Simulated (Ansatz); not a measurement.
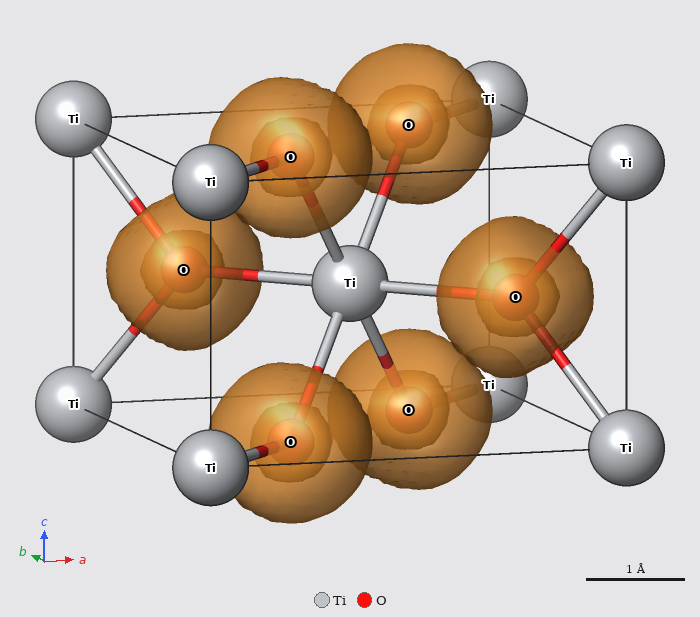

*TiO₂. Isosurface of the electron localisation function at 0.75 (orange), seen slightly off an axis. Core shells and regions of very low density are left out. Sticks mark near contacts.*

Space group Pnnm; started from the measured structure prototype, which need not be the ambient phase; changed on purpose from its base cell (uniaxial y strain -2.7%); computed pressure about 6 GPa in this cell; computed without spin polarisation.

These are results of Ansatz 0.2.0, DFT, r2SCAN, plane waves, PAW, not measurements.

In a PAW calculation such maps are meaningful between the atoms, not at the nuclei.

> What do the ELF domains correspond to?

The ELF exceeds this value in four regions wrapped around O (the valence shell of each), counted in one cell of 6 atoms. Regions shared between cells count once. Profiles from the grid: Ti–O (1.94 Å): the ELF peaks at about 0.80 in the valence shell of O, 0.6 Å from its nucleus, and is about 0.20 at the midpoint (no localised pair shows between them).
